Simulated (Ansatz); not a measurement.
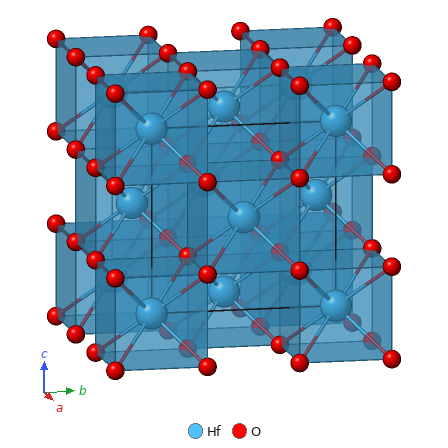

System: HfO₂, space group Fm-3m (No. 225). The picture shows the conventional cell.

Structure:
```xyz
3
Lattice="0.0000 2.5575 2.5575 2.5575 0.0000 2.5575 2.5575 2.5575 0.0000" Properties=species:S:1:pos:R:3 pbc="T T T"
Hf    0.0000    0.0000    0.0000
O     1.2788    1.2788    1.2788
O     3.8363    3.8363    3.8363
```

Computed with Ansatz 0.2.0: volume and cell lengths of one structure relaxed by several density functionals; plane waves with PAW datasets, Γ-centred k mesh. All runs: no spin polarisation.

| setting | value |
| --- | --- |
| occupations | Gaussian |
| smearing width | 0.02 eV |

The space group named is that of the starting cell.

Describe the result: the volume by functional. The cases: PBE; PBEsol; PBE+D3(BJ).

PBEsol gives 10.693 Å³/atom, PBE+D3(BJ) 10.878 Å³/atom and PBE 11.039 Å³/atom.

```json
{"functional": "PBE", "volume (Å³/atom)": "11.039", "gap on the k mesh (eV)": "3.746"}
{"functional": "PBEsol", "volume (Å³/atom)": "10.693", "gap on the k mesh (eV)": "3.688"}
{"functional": "PBE+D3(BJ)", "volume (Å³/atom)": "10.878", "gap on the k mesh (eV)": "3.782"}
```

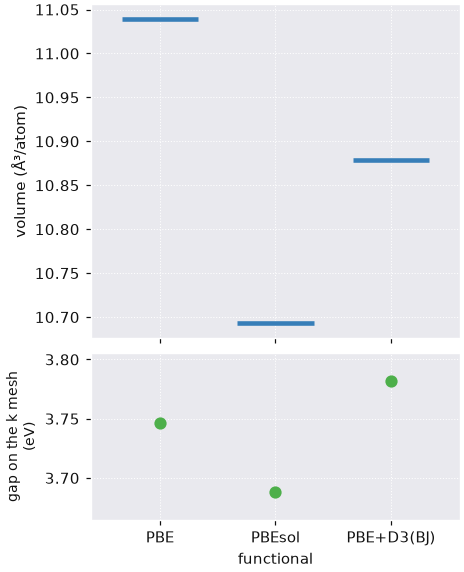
